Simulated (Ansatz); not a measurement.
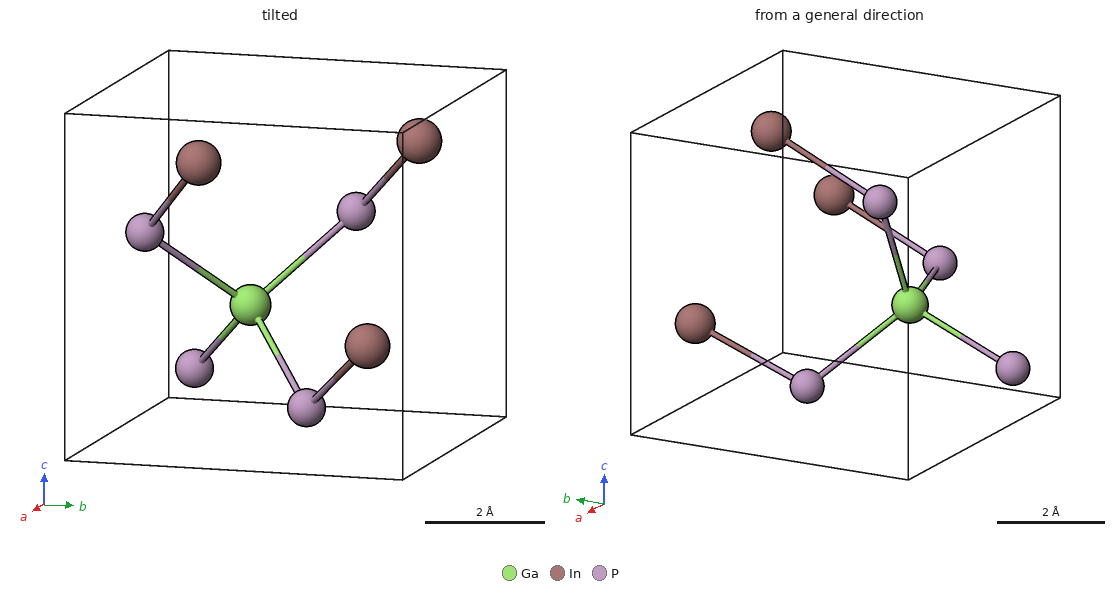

Structure drawing (ball-and-stick), viewed slightly off an axis and from a general direction. One supercell is framed, with atoms on its boundary repeated. The host is InP, in a cell of 8 sites, and the cell carries a charge of -1.

Name the defect and give its surroundings.

Gallium on an indium site (a substitutional impurity). It is bonded to four P in a tetrahedral arrangement at about 2.5 Å.

Run with DFT PBE, scalar-relativistic, plane waves, PAW in Ansatz 0.2.0 and these settings: an energy cutoff of 420 eV, a 3×3×3 grid in reciprocal space, Gaussian smearing of 0.02 eV, collinear spins.

Is a magnetic moment found?

No net moment.

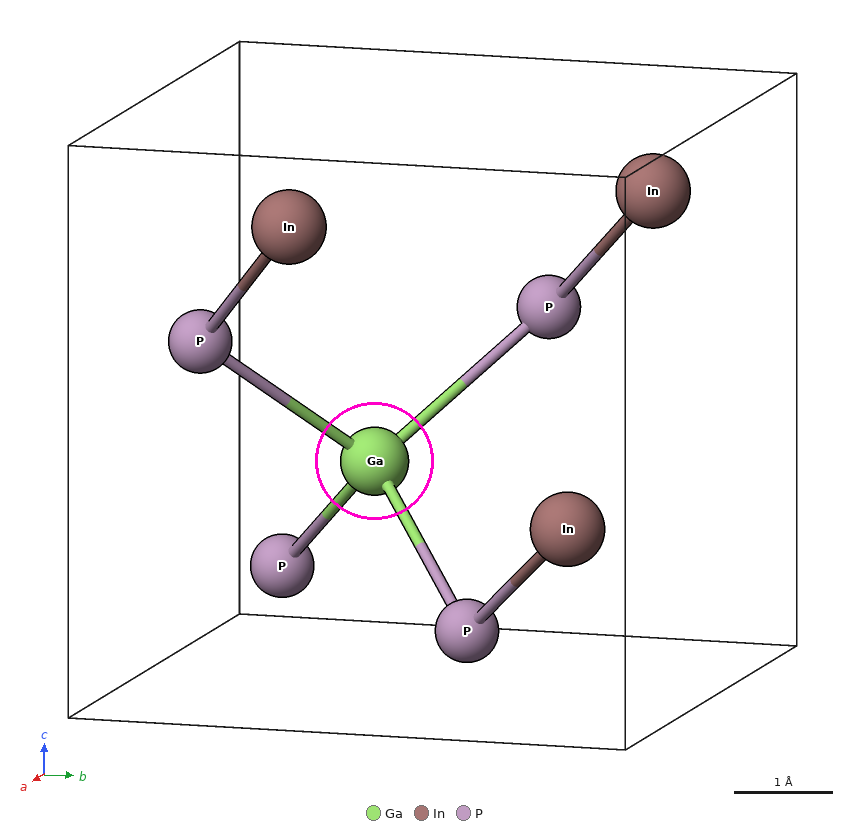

The same cell with a ring at the defect's site.

The atoms were relaxed in the host's cell with DFT PBE, scalar-relativistic, plane waves, PAW in Ansatz.
